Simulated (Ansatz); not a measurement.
## Single-point calculation, with input and output: Al$_{63}$As (charge +1) (part 1 of 2)

Al$_{63}$As (defect cell, 64 atoms in the cell, total charge +1), computed with DFT PBE, scalar-relativistic, plane waves, PAW, spin-polarised (Ansatz 0.2.0).

The structure derives from a Materials Project entry.

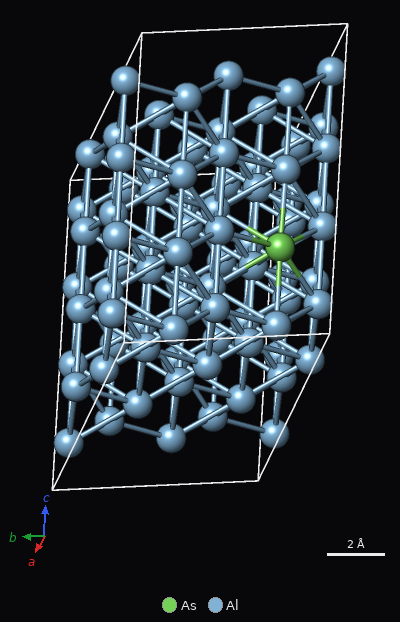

Figure 1. The input geometry (ball-and-stick view of the cell of the calculation, seen at an oblique angle). An atom can appear more than once, as a periodic image. Near neighbours in the periodic cell (some may lie outside the picture): As has 12 Al at 2.80 to 3.00 Å; Al has 12 Al at 2.79 to 2.94 Å; Al has 11 Al at 2.79 to 2.99 Å and 1 As at 2.80 to 3.00 Å.

### Key numbers

| quantity | value |
| --- | --- |
| outcome | converged |
| electrons treated | 203 |
| free energy | −38723.2673 eV |
| Fermi energy | 7.852 eV |
| gap on the k-point mesh | none (metallic) |
| net moment of the cell | 0.00 μB |
| integrated absolute moment | 0.00 μB |
| largest force (length of the vector) | 0.067 eV/Å |
| hardware | 4 threads of Arm Neoverse V2, 24 GiB of memory available, shared host |
| wall time | 4.5 min (CPU time 18 min) |
| peak memory | 5.3 GiB |

The program warns: some starting moments were not kept. The cell is charged and computed with a neutralising background, so its energy and pressure depend on the cell and aren't those of a real crystal.

### Input
```yaml
crystal:
  lattice:
    - [-2.812455, -4.871316, 9.7337]
    - [-2.812455, -4.871316, -9.7337]
    - [11.249821, 0.0, 0.0]
  atoms:
    - { symbol: As, position: [0.1077925789, 0.2326275342, 0.3363536756], spin: 0.2 }
    - { symbol: Al, position: [0.104027617, 0.7292176918, 0.8331488551] }
    - { symbol: Al, position: [0.3545349567, 0.4793875097, 0.83322161] }
    - { symbol: Al, position: [0.6040532551, 0.2289059832, 0.8328254541] }
    - { symbol: Al, position: [0.8537306789, 0.4789962775, 0.5837018295] }
    - { symbol: Al, position: [0.1039827997, 0.2277663731, 0.5854633782], spin: 0.2 }
    - { symbol: Al, position: [0.6050965469, 0.2291915501, 0.3335362134] }
    - { symbol: Al, position: [0.3540314831, 0.9789621168, 0.3331789843] }
    - { symbol: Al, position: [0.6040596544, 0.7291740656, 0.3330291862] }
    - { symbol: Al, position: [0.8531565095, 0.4798926503, 0.3334264881] }
    - { symbol: Al, position: [0.853037041, 0.9782578757, 0.081964519], spin: 0.2 }
    - { symbol: Al, position: [0.1038052533, 0.7292074129, 0.0836008593] }
    - { symbol: Al, position: [0.3534419564, 0.4784947545, 0.0820124919] }
    - { symbol: Al, position: [0.6030005415, 0.2289048117, 0.0831802748] }
    - { symbol: Al, position: [0.6045621393, 0.7294145769, 0.8331090438] }
    - { symbol: Al, position: [0.8539848573, 0.4791434179, 0.8330971266] }
    - { symbol: Al, position: [0.103781228, 0.2286038395, 0.8332027591] }
    - { symbol: Al, position: [0.3562743164, 0.4820300039, 0.5846376307], spin: 0.2 }
    - { symbol: Al, position: [0.6055410113, 0.2293038026, 0.5837897175] }
    - { symbol: Al, position: [0.8540586794, 0.9790828596, 0.8330747373] }
    - { symbol: Al, position: [0.3542556229, 0.978582824, 0.5835104298] }
    - { symbol: Al, position: [0.6047631834, 0.7297071096, 0.5846966549] }
    - { symbol: Al, position: [0.85376037, 0.9788607747, 0.3345615971], spin: 0.2 }
    - { symbol: Al, position: [0.1042929928, 0.730133693, 0.3337401277] }
    - { symbol: Al, position: [0.3560422276, 0.4810086895, 0.3333055695], spin: 0.2 }
    - { symbol: Al, position: [0.3546476323, 0.9795944129, 0.0833223589] }
    - { symbol: Al, position: [0.6045130488, 0.7297028117, 0.0825701316] }
    - { symbol: Al, position: [0.8541037363, 0.4803808319, 0.0831547156] }
    - { symbol: Al, position: [0.1036793668, 0.2296457868, 0.0819255007], spin: 0.2 }
    - { symbol: Al, position: [0.3542056908, 0.9791003621, 0.8333303008] }
    - { symbol: Al, position: [0.8547323093, 0.9798784383, 0.5851302775] }
    - { symbol: Al, position: [0.1047093361, 0.7303684444, 0.5839649817] }
    - { symbol: Al, position: [0.1461167105, 0.0188140926, 0.1649295442] }
    - { symbol: Al, position: [0.1451108845, 0.520592988, 0.666150647] }
    - { symbol: Al, position: [0.3960023495, 0.2707768867, 0.6658036418] }
    - { symbol: Al, position: [0.6458910834, 0.0208457663, 0.6669422765] }
    - { symbol: Al, position: [0.8938573795, 0.2718163335, 0.4151831317] }
    - { symbol: Al, position: [0.1476816122, 0.0186644746, 0.4160462389] }
    - { symbol: Al, position: [0.6474836395, 0.0221923376, 0.1669148175] }
    - { symbol: Al, position: [0.3962701404, 0.7707701348, 0.1663977203] }
    - { symbol: Al, position: [0.6456479422, 0.5210824735, 0.1663914392] }
    - { symbol: Al, position: [0.891772793, 0.2716691224, 0.1634533301] }
    - { symbol: Al, position: [0.8952933707, 0.7696928317, 0.9154750255] }
    - { symbol: Al, position: [0.1457185824, 0.5206735007, 0.9165959025] }
    - { symbol: Al, position: [0.3955310789, 0.270696707, 0.9162435643] }
    - { symbol: Al, position: [0.6446930142, 0.0197422791, 0.9153852631] }
    - { symbol: Al, position: [0.6451702772, 0.5204077237, 0.6667555063] }
    - { symbol: Al, position: [0.8962504304, 0.2715999325, 0.6665383604] }
    - { symbol: Al, position: [0.1465815611, 0.0207067373, 0.6675253351] }
    - { symbol: Al, position: [0.3991090552, 0.2685371962, 0.4154187319] }
    - { symbol: Al, position: [0.6455376029, 0.0214006509, 0.4162091535] }
    - { symbol: Al, position: [0.8959460556, 0.7709955345, 0.6670273468] }
    - { symbol: Al, position: [0.3943255281, 0.7700663336, 0.4159867267] }
    - { symbol: Al, position: [0.6459691485, 0.5206930696, 0.4163381034] }
    - { symbol: Al, position: [0.8977050796, 0.772608647, 0.1677152472] }
    - { symbol: Al, position: [0.1450093049, 0.5206960002, 0.1671371065] }
    - { symbol: Al, position: [0.3950255341, 0.2695940079, 0.1662962298] }
    - { symbol: Al, position: [0.3961278356, 0.7708183403, 0.9165261335] }
    - { symbol: Al, position: [0.6459315562, 0.5213450327, 0.9164140635] }
    - { symbol: Al, position: [0.8953229546, 0.2707508701, 0.9152175567] }
    - { symbol: Al, position: [0.1462505206, 0.0206432032, 0.9158913056] }
    - { symbol: Al, position: [0.395497249, 0.7709389933, 0.6669054578] }
    - { symbol: Al, position: [0.8965208363, 0.7708172841, 0.4161431522] }
    - { symbol: Al, position: [0.1423648587, 0.523001825, 0.4158621566] }
magnetization:
  spin_polarized: true
total_charge: 1
basis:
  ecutwfc: 420
  fft_grid_basis: typed
kpoints:
  mp_grid: { grid: [2, 2, 2] }
hamiltonian:
  xc: pbe
  pseudopotentials: { kind: paw }
scf:
  occupations: { method: gaussian, width: 0.05 }
output:
  forces: true
  stress: false
  eigenvalues: true
  bader: true
  write_density: true
  volumetric_format: npy
  populations: true
```

Command:
```bash
ansatz run input.yaml --threads 4 --pin off --max-ram 10240MiB --backend cpu --events-out ev --progress --plain --runs-dir out
```

### The program's output
```
Engine: ansatz 0.2.0, aarch64-unknown-linux-gnu
Pseudopotentials: kind: paw
Pseudopotential: As, paw, valence charge 15, recommended cutoff 420 eV (normal), As.paw.azcp
Pseudopotential: Al, paw, valence charge 3, recommended cutoff 420 eV (normal), Al.paw.azcp
Functional definition: PBE
  parameter kappa = 0.804
  parameter beta = 0.06672455060314922
  exchange = pbe_x(kappa = kappa, mu = beta*pi^2/3)
  correlation = pbe_c(beta = beta)
Crystal: 64 atoms, lattice volume = 1066.841 Å³
Basis set: ecut = 420 eV, 20787 PW (Γ), exchange–correlation on 160×160×160 points (8 copies of the dense FFT grid, shifted against one another)
Bands: 167, of which v1, the nominal top of the filled ones, is band 102 counted from 1 (101 counted from 0)
Symmetry: 1 space group operations
Space group: P1 (ITA 1), of the structure as read, at distance tolerance 1.0e-4 Å
Magnetic group: BNS 1.1 (UNI 1), of the structure as read, at distance tolerance 1.0e-4 Å
k-points: 8
Non-local potential: As, projectors of the file, l = 0: 2, l = 1: 2, l = 2: 3, l = 3: 1
Non-local potential: Al, projectors of the file, l = 0: 2, l = 1: 2, l = 2: 1
PAW form: soft (Blöchl's): semilocal exchange-correlation on the pseudo side does not see the compensation charge
PAW one-centre angular grid: As, 590 points (default); XC on 64 Gauss nodes
PAW one-centre angular grid: Al, 110 points (default); XC on 64 Gauss nodes
Initial density: superposition of atomic densities (chi_scale 0.1, normalization cell, long waves kept (reshape's long-wave potential 0.26 eV rms))
Starting moments: Σ|m| = 1.4 μB on 7 of 64 sites
Initial wavefunctions: pseudopotential atomic-orbital guess
Functional: x = pbe(κ = 0.804, μ = 0.2195149727645171), c = pbe(β = 0.06672455060314922)
SCF iter   1: F=—  HF=-38729.866486 eV  |F-HF|=—  |Δ(HF+E_count)|=         —  Δρ=1.51e-2 (↑1.51e-2 ↓1.37e-2)  dr2=4.48e1  dr2_m=5.90e-2  M=0.466 μB ∫|m|=0.481 μB  β_m=0.30  ethr=3.10e-3  ⟨swp⟩=5.8  Hψ=12228  notcnv=0  defer=166
preconditioner: auto → Kerker (q_TF=auto, 2.069 Å⁻¹)  [metal: Δε(μ)=0.011 eV  Ē_g=6.722 eV  σ=0.050 eV  W_gap=0.12  n_scr=166 (ndim 8)  ℏωp=15.8 eV  f_vac=0.000  D(μ)=30.45/eV (n_scr^D=192)]
spin=Collinear: Kerker preconditioning applied to the charge; magnetization (m = ρ↑ − ρ↓) channel mixes plain (no charge-response kernel on spin).
SCF iter   2: F=—  HF=-38726.927844 eV  |F-HF|=—  |Δ(HF+E_count)|=    2.94e0  Δρ=1.13e-2 (↑1.13e-2 ↓1.03e-2)  dr2=2.21e1  dr2_m=3.01e-2  M=0.406 μB ∫|m|=0.423 μB  β_m=0.30  ethr=3.10e-3  ⟨swp⟩=1.5  Hψ=3107  notcnv=0  defer=430
SCF iter   3: F=—  HF=-38723.547324 eV  |F-HF|=—  |Δ(HF+E_count)|=    3.38e0  Δρ=3.58e-3 (↑3.58e-3 ↓3.51e-3)  dr2=9.87e-1  dr2_m=1.53e-2  M=0.447 μB ∫|m|=0.448 μB  β_m=0.30  ethr=3.10e-3  ⟨swp⟩=3.1  Hψ=6035  notcnv=0  defer=740
SCF iter   4: F=—  HF=-38723.354494 eV  |F-HF|=—  |Δ(HF+E_count)|=   1.93e-1  Δρ=2.43e-3 (↑2.43e-3 ↓2.11e-3)  dr2=2.00e-1  dr2_m=7.80e-3  M=0.430 μB ∫|m|=0.431 μB  β_m=0.30  ethr=4.86e-4  ⟨swp⟩=2.6  Hψ=4023  notcnv=0  defer=843
SCF iter   5: F=—  HF=-38723.274467 eV  |F-HF|=—  |Δ(HF+E_count)|=   8.00e-2  Δρ=7.20e-4 (↑6.77e-4 ↓7.20e-4)  dr2=1.81e-2  dr2_m=4.10e-3  M=0.394 μB ∫|m|=0.394 μB  β_m=0.30  ethr=9.84e-5  ⟨swp⟩=2.0  Hψ=3629  notcnv=0  defer=849
SCF iter   6: F=—  HF=-38723.265029 eV  |F-HF|=—  |Δ(HF+E_count)|=   9.44e-3  Δρ=5.47e-4 (↑4.61e-4 ↓5.47e-4)  dr2=3.03e-3  dr2_m=2.19e-3  M=0.357 μB ∫|m|=0.358 μB  β_m=0.30  ethr=8.91e-6  ⟨swp⟩=2.0  Hψ=3454  notcnv=0  defer=849
SCF iter   7: F=—  HF=-38723.265450 eV  |F-HF|=—  |Δ(HF+E_count)|=   4.21e-4  Δρ=4.19e-4 (↑3.18e-4 ↓4.19e-4)  dr2=8.09e-4  dr2_m=1.21e-3  M=0.322 μB ∫|m|=0.323 μB  β_m=0.30  ethr=1.49e-6  ⟨swp⟩=2.4  Hψ=3414  notcnv=0  defer=849
Mixer restart at iter 7: flushing history
spin-set hold released at iteration 7 (site moments contracting): the magnetisation degrees of freedom join the quasi-Newton model from the next iteration; the mixer history was flushed
SCF iter   8: F=—  HF=-38723.265879 eV  |F-HF|=—  |Δ(HF+E_count)|=   4.29e-4  Δρ=3.04e-4 (↑2.45e-4 ↓3.04e-4)  dr2=3.00e-4  dr2_m=6.76e-4  M=0.292 μB ∫|m|=0.292 μB  β_m=0.62  ethr=3.98e-7  ⟨swp⟩=2.0  Hψ=2876  notcnv=0  defer=849
SCF iter   9: F=—  HF=-38723.266886 eV  |F-HF|=—  |Δ(HF+E_count)|=   1.01e-3  Δρ=7.45e-5 (↑6.68e-5 ↓7.45e-5)  dr2=2.14e-5  dr2_m=4.71e-5  M=0.190 μB ∫|m|=0.191 μB  β_m=0.65  ethr=1.48e-7  ⟨swp⟩=2.1  Hψ=3464  notcnv=0  defer=849
SCF iter  10: F=—  HF=-38723.267184 eV  |F-HF|=—  |Δ(HF+E_count)|=   2.98e-4  Δρ=3.91e-5 (↑3.83e-5 ↓3.91e-5)  dr2=5.69e-7  dr2_m=1.45e-5  M=0.143 μB ∫|m|=0.143 μB  β_m=0.82  ethr=1.06e-8  ⟨swp⟩=2.0  Hψ=4270  notcnv=0  defer=855
SCF iter  11: F=—  HF=-38723.267251 eV  |F-HF|=—  |Δ(HF+E_count)|=   6.62e-5  Δρ=2.05e-5 (↑2.03e-5 ↓2.05e-5)  dr2=2.56e-7  dr2_m=4.06e-6  M=0.090 μB ∫|m|=0.091 μB  β_m=0.91  ethr=2.80e-10  ⟨swp⟩=3.2  Hψ=5026  notcnv=0  defer=855
SCF iter  12: F=—  HF=-38723.267278 eV  |F-HF|=—  |Δ(HF+E_count)|=   2.76e-5  Δρ=8.76e-6 (↑8.61e-6 ↓8.76e-6)  dr2=6.82e-8  dr2_m=7.32e-7  M=0.036 μB ∫|m|=0.036 μB  β_m=0.96  ethr=4.93e-11  ⟨swp⟩=13.7  Hψ=18163  notcnv=0
SCF iter  13: F=—  HF=-38723.267284 eV  |F-HF|=—  |Δ(HF+E_count)|=   5.44e-6  Δρ=1.91e-6 (↑1.91e-6 ↓1.75e-6)  dr2=2.14e-8  dr2_m=3.19e-8  M=0.005 μB ∫|m|=0.005 μB  β_m=0.98  ethr=3.36e-11  ⟨swp⟩=5.0  Hψ=9890  notcnv=0
SCF iter  14: F=—  HF=-38723.267284 eV  |F-HF|=—  |Δ(HF+E_count)|=   1.79e-7  Δρ=5.47e-7 (↑5.42e-7 ↓5.47e-7)  dr2=1.82e-9  dr2_m=2.85e-9  M=0.000 μB ∫|m|=0.001 μB  β_m=0.99  ethr=1.05e-11  ⟨swp⟩=3.9  Hψ=7444  notcnv=0
SCF iter  15: F=-38723.267284 eV  HF=-38723.267284 eV  |F-HF|=2.84e-10  |Δ(HF+E_count)|=   1.57e-8  Δρ=1.32e-7 (↑1.28e-7 ↓1.32e-7)  dr2=2.61e-10  dr2_m=1.58e-10  M=0.000 μB ∫|m|=0.000 μB  ethr=1.00e-12  ⟨swp⟩=3.1  Hψ=5532  notcnv=0
SCF 1 converged in 15 iterations: F = -38723.267284 eV  dr2 = 2.61e-10
  greatest PAW one-centre occupation: 0.999 electrons in one spin orbital (limit 2), on the As atom at site 0 (counted from 0), in its partial waves of l = 2
```

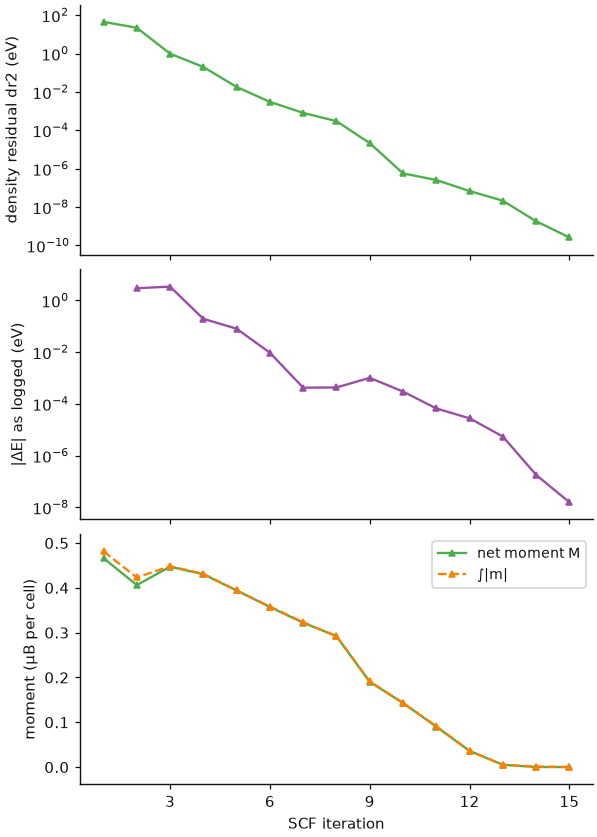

Figure 2. Convergence of the self-consistent field: density residual dr2, size of the energy change and magnetic moment against the SCF iteration. The residual falls at every step. The net moment goes from 0.5 to 0.0 μB per cell, and ∫|m| falls to zero.

```
WARN: the starting moments were not kept: the SCF closed with an absolute magnetisation of 1.6e-4 μB, where they sum to 1.4 μB in size (7 sites). That is at most 0.1 of that sum. Measured as dr2_m measures the in/out step, that magnetisation stands 1.1e-10 eV from none, at or under the dr2_threshold of 1.0e-7 eV: it is no larger than a step whose dr2_m would equal this threshold. The system may hold no moment; this SCF shows only that its start led to no more than that. To try another start: raise the starting moments (crystal.atoms[].spin, magnetization.per_species, magnetization.initial_magnetization, or on a non-collinear deck that types none of these the spinor_matrix: blocks that start its atoms; where the total moment is fixed, keep their sum and leave initial_magnetization as it is; typed ones take the place of any that the run laid by itself, positive ones on a crystal's lanthanoids without a Hubbard term where scf.initial_density.shell_occupations: [] is typed) or, if the notice of its spin-set hold's release reads "site moments contracting" or "site moments show no strong build", lengthen the hold (scf.mixing.spin_hold: { on: { confirm: 4 } }; for m-r²SCAN on two components see the key's manual first). Each may lead to a state that holds a moment. A second SCF, from the converged charge density, with the starting moments and any scf.initial_density.shell_occupations laid on it anew, would have followed, and was not run: the deck does not ask for one (magnetization.retry_lost_moments is false, the default). To let it run, set magnetization.retry_lost_moments: true and run the deck again, where that key's refused combinations let it; where memory then withholds it, that run's warning says so.
SCF converged after 15 iterations
Magnetization: 0.0001 μB (101.5000 up, 101.5000 down)
Absolute magnetization: 0.0002 μB (∫|ρ↑−ρ↓|, with the PAW one-centre terms)
Spin contamination: 0.0000 ħ² per cell (⟨S²⟩ above its minimum at these occupations)
Per-site moments (μB) at R_I (Å): [(1.6687829924166629e-6, 1.153710572109613), (2.524239578136823e-6, 1.1584838154676347), (-3.547619532104403e-7, 1.1568377270386296), (2.5352651409017676e-6, 1.1578650739058958), (9.78889680838828e-7, 1.155443594860143), (-3.3024963302494674e-8, 1.1489178315936313), (1.397557419560282e-6, 1.1575664509826873), (7.697158128959256e-7, 1.15812268722447), (-3.7950494767102435e-7, 1.1519228984785752), (7.421771029770691e-7, 1.1575664509826873), (-4.379805376358992e-8, 1.15437227271542), (1.765220810768117e-6, 1.1556942098013505), (-1.5350469837863013e-6, 1.1567203304544655), (1.7396158681241058e-6, 1.1550523178725174), (2.5865955167142277e-7, 1.1515791051415982), (2.2250632212981352e-6, 1.1565532719871328), (2.927387925944841e-7, 1.1489178315936313), (-1.3058060775401274e-7, 1.151109560217429), (9.248536904660481e-7, 1.155443594860143), (-3.458651997139383e-7, 1.1523073213569717), (9.707407875986576e-7, 1.1560105015616233), (-1.7337922305473754e-6, 1.151109560217429), (-1.7511078159914067e-6, 1.1551773333731439), (1.4029756308394171e-6, 1.1577805574219435), (-1.8082297244693117e-6, 1.1519228984785752), (1.7814989046320884e-6, 1.1550523178725174), (-1.5671672391436016e-6, 1.1547682387852543), (1.7755467972138434e-6, 1.1556942098013505), (-6.697877708518815e-8, 1.1531306710655032), (2.2108872057560175e-6, 1.1566143557592687), (-1.7796124331309813e-6, 1.1523073213569717), (9.165022896136483e-7, 1.1560105015616233), (-2.7508787272433844e-7, 1.15419989536724), (8.051150991627744e-7, 1.1560581991600947), (7.918076306810239e-7, 1.1551499189841392), (1.1712326583007113e-6, 1.1553820294940043), (-4.075951783322627e-7, 1.1515512181013015), (-3.7015241672642053e-7, 1.1517706378343697), (4.618422274517761e-7, 1.1515512181013015), (-1.9856346865105838e-7, 1.1594329822023313), (-2.0202743457990316e-7, 1.159972918866571), (-2.521451049952439e-7, 1.1539765982441028), (9.019472840934865e-7, 1.1552123135780115), (7.877664433562584e-7, 1.1576929902039026), (7.903761513618114e-7, 1.155945018000206), (9.001277538909777e-7, 1.1542922436048562), (1.1074663011590298e-6, 1.1551499189841392), (1.1714652642391404e-6, 1.1560581991600947), (1.1176772203780709e-6, 1.1530135268726263), (-3.6900139650847675e-7, 1.152755143454651), (-2.9938108072312455e-7, 1.1595950868679437), (1.1765254437817015e-6, 1.1552123135780115), (-1.9527340319135296e-7, 1.1559466750001943), (-2.1114493139231383e-7, 1.1559229446128751), (4.2235940309702427e-7, 1.1517706378343697), (4.867097151604646e-7, 1.1547854339109866), (4.222669721563697e-7, 1.152755143454651), (7.649035476801731e-7, 1.1569690493290228), (7.272165790992434e-7, 1.156587964115516), (8.382235683312348e-7, 1.1551556287824125), (8.312832763822179e-7, 1.1530135268726263), (1.151033858412944e-6, 1.1542922436048562), (-2.455981738920898e-7, 1.1563125450430263), (-4.275160413673909e-7, 1.1547854339109866)]
Free energy (F): -38723.267284 eV
Harris-Foulkes:  -38723.267284 eV  (|F-HF|=2.84e-10)
Internal energy: -38723.188370 eV  (E = F + TS)
E sigma→0 (E₀):  -38723.227827 eV
Entropy (-TS):   -0.078914 eV (-1.233 meV/atom)
Fermi energy:    7.851753 eV
--- Per-component energies (eV) ---
  E_band       = 392.867673
  E_kinetic    = 1518.140850
  E_local      = -2360.620217  (includes V_loc(G=0)·N_el)
  E_nonlocal   = -24.605687
  E_hartree    = 1571.355941
  E_xc         = -2569.608348
  E_vxc        = -1887.059663  (∫ρ·V_xc dr)
  E_paw        = -31274.375544  (= ΣΔE_a)
  E_vpaw       = 4.300452  (= ΣTr[D̂ρ^β])
  E_aug_tail   = -0.000124  (compensation charges beyond the density's cutoff)
  E_ewald      = -5583.475240
  E_smearing   = -0.078914  (= −TS)
  E_closure    = 0.000000  (closes the sum)
  E_deformation_potential = 15.029946  (in the stress; not in F)
  Σ components = -38723.267284   (vs F -38723.267284, Δ=0.00e0)
```
